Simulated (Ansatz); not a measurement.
## Electronic structure of ScAl2N3 in real space

```
Sc Al N
1.0
     9.87613    0.00000    0.00000
     0.00000    5.67952    0.00000
     0.00000    0.00000    5.02297
Sc Al N
4 8 12
Cartesian
  0.0000 1.8305 0.1074
  4.9381 4.6702 0.1074
  0.0000 3.8491 2.6189
  4.9381 1.0093 2.6189
  1.6909 0.9343 2.5371
  6.6290 3.7741 2.5371
  3.2472 1.9054 0.0256
  8.1852 4.7452 0.0256
  3.2472 3.7741 2.5371
  8.1852 0.9343 2.5371
  1.6909 4.7452 0.0256
  6.6290 1.9054 0.0256
  1.7870 0.8608 0.6361
  6.7251 3.7005 0.6361
  3.1511 1.9790 3.1476
  8.0891 4.8187 3.1476
  0.0000 1.7554 2.9644
  4.9381 4.5951 2.9644
  0.0000 3.9242 0.4529
  4.9381 1.0844 0.4529
  3.1511 3.7005 0.6361
  8.0891 0.8608 0.6361
  1.7870 4.8187 3.1476
  6.7251 1.9790 3.1476
```

Space group Cmc2₁; a generated structure, not necessarily the stable one; computed pressure about −3 GPa in this cell.

These are results of DFT r2SCAN, scalar-relativistic, plane waves, PAW in Ansatz, not measurements.

Core electrons are frozen (PAW), and the valence fields are smoothed inside the atomic spheres.

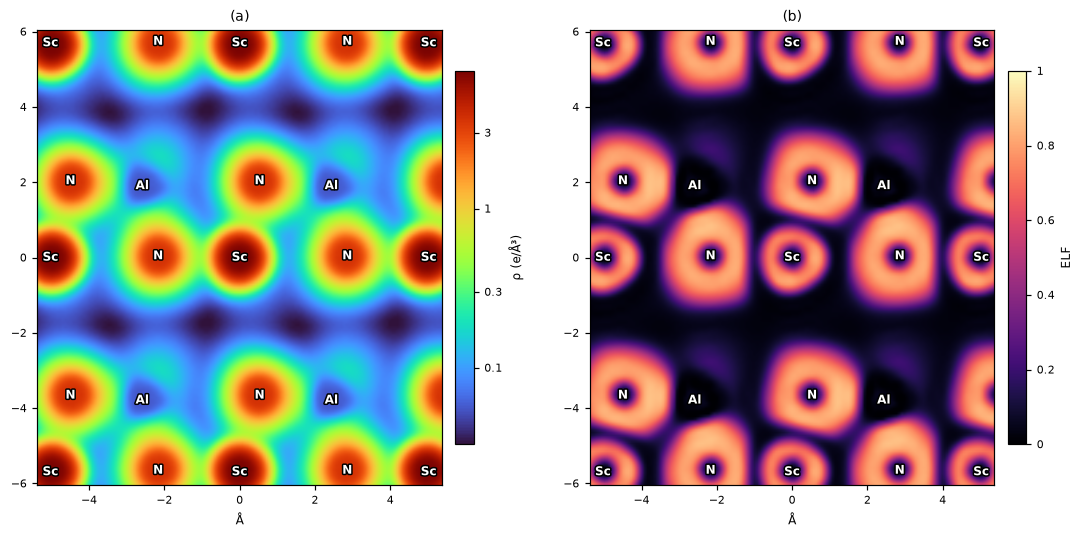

Figure 1. (a) valence charge density (pseudo); (b) ELF on the (110) plane of the conventional cell.

What does the map show?

The section cuts through Sc, Al and N sites.
Al–N (1.90 Å): ρ is about 0.67 e/Å³ halfway; the ELF peaks at about 0.85 in the valence shell of N, 0.7 Å from its nucleus, and is about 0.85 at the midpoint.
Sc–N (2.10 Å): the density is about 0.57 e/Å³ at the midpoint; the ELF peaks at about 0.85 in the valence shell of N, 0.7 Å from its nucleus, and is about 0.25 at the midpoint: no localised pair shows between them.
Sc–N (2.17 Å): ρ at the midpoint is about 0.49 e/Å³; the ELF peaks at about 0.80 in the valence shell of N, 0.7 Å from its nucleus, and is about 0.20 at the midpoint; no localised pair shows between them.
Between the atoms the lowest density in this plane is 0.03 e/Å³.
The features right at Sc lie inside the PAW spheres, where the map follows smoothed inner orbitals and isn't to be read closely.

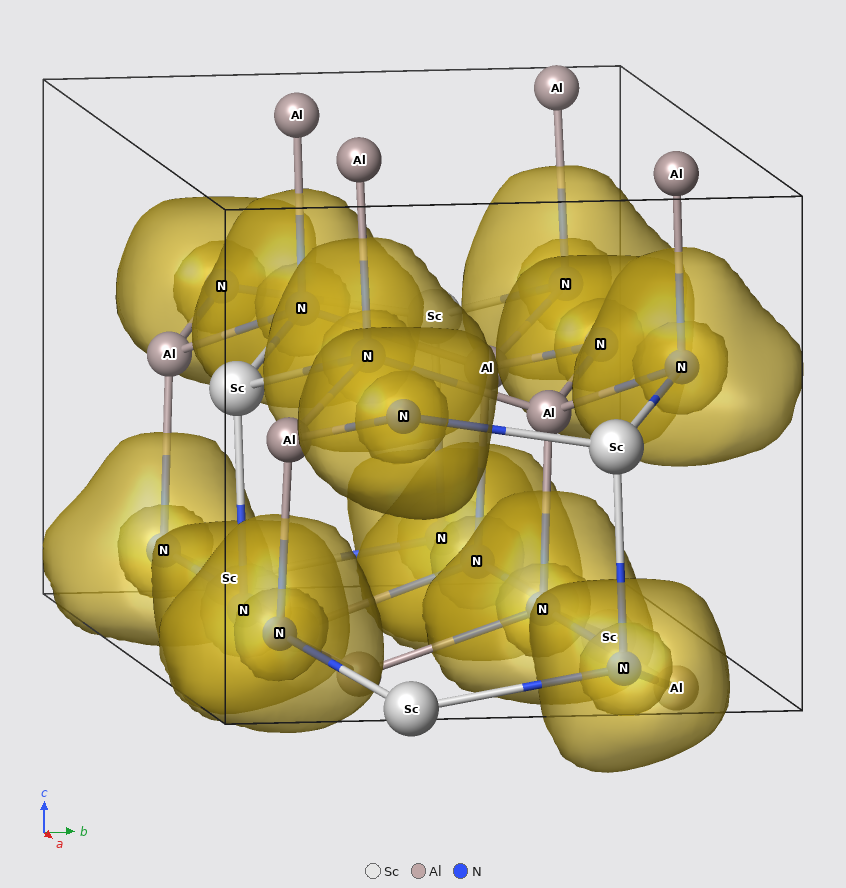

Figure 2. Isosurface of the ELF at 0.7 (yellow), seen slightly off an axis. Core shells and regions of very low density are left out. Sticks mark near contacts.

Describe the localisation domains.

The ELF exceeds this value in twelve regions on N in which the atom's valence shell and bonds are merged, counted in one cell of 24 atoms. Regions shared between cells count once.

Does the calculation give a band gap?

It is gapped, with a Kohn–Sham gap of 3.4 eV on the k-point mesh (the band edges may lie off the mesh, which would make the gap smaller).
